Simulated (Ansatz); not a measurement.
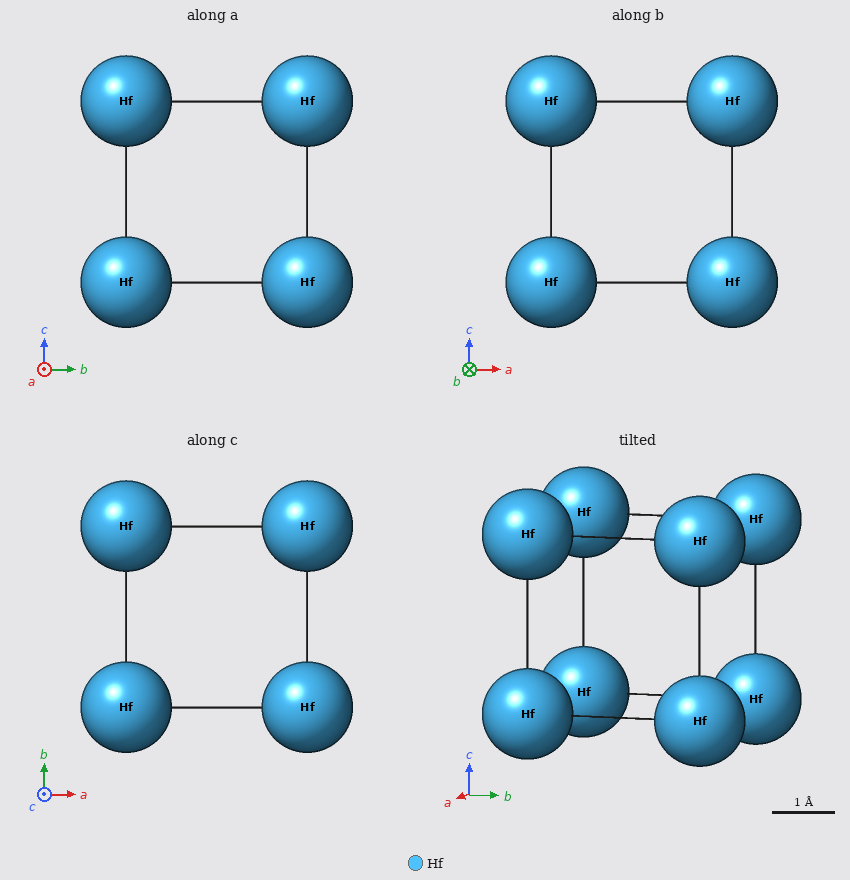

View along the a axis, along the b axis, along the c axis and slightly off an axis, drawn as a spheres-only model. The conventional unit cell is drawn as a box.

Lattice parameters: a = 2.9403 Å, b = 2.9403 Å, c = 2.9403 Å, α = 90.000°, β = 90.000°, γ = 90.000°.

**Record the structure as a CIF with its space group and independent sites.**

```cif
data_structure
_symmetry_space_group_name_H-M 'P m -3 m'
_symmetry_Int_Tables_number 221
_cell_length_a 2.9403
_cell_length_b 2.9403
_cell_length_c 2.9403
_cell_angle_alpha 90.000
_cell_angle_beta 90.000
_cell_angle_gamma 90.000
_cell_volume 25.42
loop_
_atom_site_label
_atom_site_type_symbol
_atom_site_symmetry_multiplicity
_atom_site_Wyckoff_symbol
_atom_site_fract_x
_atom_site_fract_y
_atom_site_fract_z
_atom_site_occupancy
Hf1 Hf 1 a 0.0000 0.0000 0.0000 1
```

The initial geometry was a structure type filled with this element by a generator (whether the element takes this form wasn't checked). Earlier steps of the study may have refined or changed the cell and positions. An electronic-structure calculation with Ansatz was run on it.
